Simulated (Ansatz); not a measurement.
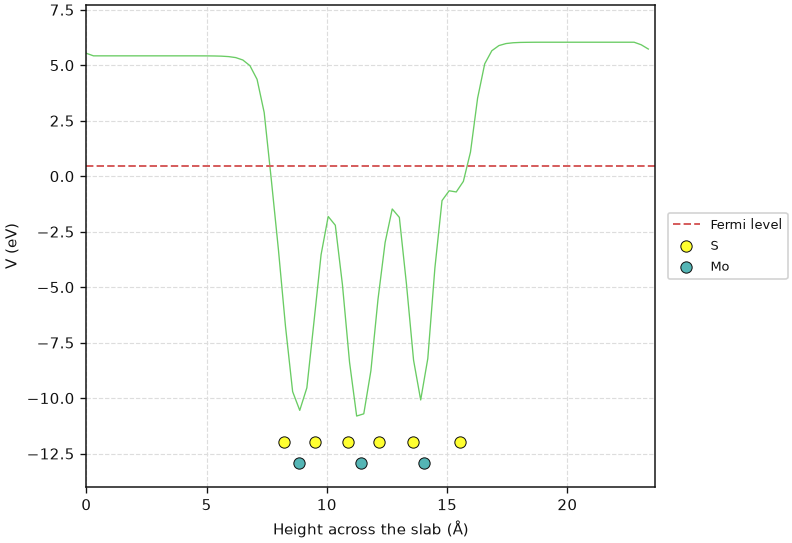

Plane-averaged electrostatic potential energy of an electron across the slab; circles at the bottom mark the heights of the atoms (positions after relaxation).

Calculation on a (101) slab cut from MoS₂ (R-3m), ended by S planes, 9 atoms in the cell.

Computed with Ansatz: DFT PBEsol, scalar-relativistic, plane waves, PAW, no spin polarisation, 10×5×1 k mesh, 420 eV cutoff.

Question: What is the work function?

Answer: The work function is 5.58 eV at the right face and 4.97 eV at the left.

Question: How thick are slab and vacuum?

Answer: The outermost atoms are 7.3 Å apart, which leaves 16.3 Å of vacuum in a cell 23.7 Å high.

Question: Do the two faces differ, and what does that say about the slab's dipole?

Answer: The vacuum level is 0.61 eV higher at the right than at the left, so the slab carries a dipole along its normal; the ramp in the vacuum, at or near the edge of the plot, is the dipole correction that keeps each side flat. Some atoms were held fixed in the relaxation, which can itself make the faces differ.
